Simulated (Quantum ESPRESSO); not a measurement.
# Energy of ZrC along an even scaling of the cell

System: ZrC (Fm-3m, 2 atoms in the cell).
Method: Kohn-Sham DFT of a periodic cell, PBE, SSSP 1.3 efficiency PBE, no spin polarisation (Quantum ESPRESSO 7.5).

The 7 runs differ only in the geometry, by an even scaling of the cell at fixed fractional positions. The structure derives from an entry of the Crystallography Open Database.

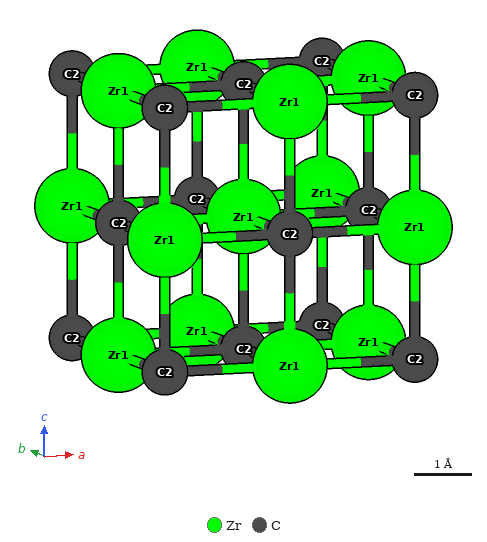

Figure 1. The structure of run 4 (ball-and-stick view of the cell 4 times as large as that of the calculation, set on its symmetry axes, seen slightly off an axis; atoms are numbered from 1 in the order of the input).

### The input of run 4
```
&CONTROL
  calculation = 'scf'
  prefix = 'pwscf'
  outdir = './tmp'
  pseudo_dir = './pseudo'
  tprnfor = .true.
  tstress = .true.
  disk_io = 'low'
/
&SYSTEM
  ibrav = 0
  nat = 2
  ntyp = 2
  ecutwfc = 55
  ecutrho = 440
  nbnd = 14
  occupations = 'smearing'
  smearing = 'fd'
  degauss = 0.00367493
/
&ELECTRONS
  conv_thr = 4d-10
  electron_maxstep = 120
  mixing_beta = 0.5
/
ATOMIC_SPECIES
Zr    91.2240 Zr_pbe_v1.uspp.F.UPF
C     12.0110 C.pbe-n-kjpaw_psl.1.0.0.UPF
CELL_PARAMETERS angstrom
   0.0000000000    2.3650000000    2.3650000000
   2.3650000000    0.0000000000    2.3650000000
   2.3650000000    2.3650000000    0.0000000000
ATOMIC_POSITIONS crystal
Zr     0.5000000000    0.5000000000    0.5000000000
C      0.0000000000    0.0000000000    0.0000000000
K_POINTS automatic
10 10 10 0 0 0
```

### File pp_density.in of run 4
```
&INPUTPP
  prefix = 'pwscf'
  outdir = './tmp'
  filplot = 'density.dat'
  plot_num = 0
/
&PLOT
  nfile = 1
  filepp(1) = 'density.dat'
  iflag = 3
  output_format = 6
  fileout = 'density.cube'
/
```

### File pp_potential.in of run 4
```
&INPUTPP
  prefix = 'pwscf'
  outdir = './tmp'
  filplot = 'potential.dat'
  plot_num = 11
/
&PLOT
  nfile = 1
  filepp(1) = 'potential.dat'
  iflag = 3
  output_format = 6
  fileout = 'potential.cube'
/
```

Command:
```bash
OMP_NUM_THREADS=1 pw.x -in pw.in > pw.out
OMP_NUM_THREADS=1 pp.x -in pp_density.in > pp_density.out
OMP_NUM_THREADS=1 pp.x -in pp_potential.in > pp_potential.out
```

Run 3 has the same physical settings and fractional positions; its lattice vectors (Å) are:
```
   0.000000    2.349127    2.349127
   2.349127    0.000000    2.349127
   2.349127    2.349127    0.000000
```

### Results, with one run withheld

```csv
run,volume per atom (Å³),"free energy per atom, from the lowest run given (meV)",pressure (GPa)
1,12.434,19.83,11.67
2,12.699,4.99,6.25
3,12.963,?,?
4,13.228,0.00,−3.06
5,13.493,8.28,−7.05
6,13.757,22.81,−10.64
7,14.022,42.99,−13.89
```

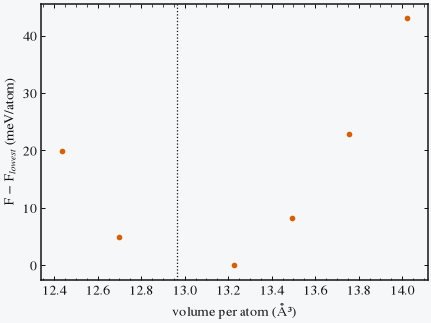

Figure 2. Free energy per atom of the runs given; the dotted line marks run 3.

Estimate the energy of run 3 from the others.

A cubic polynomial in V^(−2/3) (the Birch–Murnaghan form), fitted to the 6 runs given, misses them by at most 0.02 meV per atom. With x = V^(−2/3) − 0.17857 Å⁻², it reads F = 0.48381 − 2336.7 x + 6.2312e+05 x² + 71470 x³ (meV per atom). At run 3 it gives −1.34 meV per atom, and the run itself gives −1.35. The slope of the fit gives a pressure −dF/dV of 1.44 GPa there, and the run prints 1.35 GPa. The two needn't agree exactly: the fit is approximate, and the printed stress is taken on a finite basis. The fit has its minimum at 13.046 Å³ per atom, where V d²F/dV² gives 222 GPa: the bulk modulus at this level, since symmetry fixes the shape and the positions.

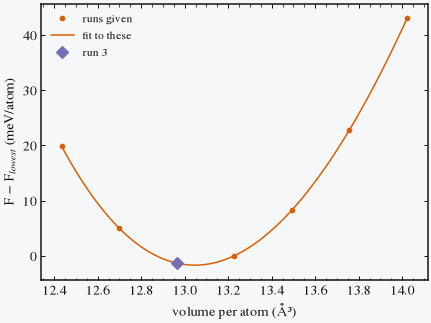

Figure 3. The fit and the withheld run.

### Some lines of the output (run 3)
```
[...]
     total energy              =    -117.47829521 Ry
     total energy              =    -117.65809708 Ry
     total energy              =    -117.72253721 Ry
     total energy              =    -117.72323919 Ry
     total energy              =    -117.72326151 Ry
     total energy              =    -117.72326255 Ry
     total energy              =    -117.72326248 Ry
     total energy              =    -117.72326288 Ry
     total energy              =    -117.72326289 Ry
     the Fermi energy is    15.0408 ev
!    total energy              =    -117.72326289 Ry
     The total energy is F=E-TS. E is the sum of the following terms:
     Computing stress (Cartesian axis) and pressure
          total   stress  (Ry/bohr**3)                   (kbar)     P=       13.53
```

Notes on the run: negative rho.
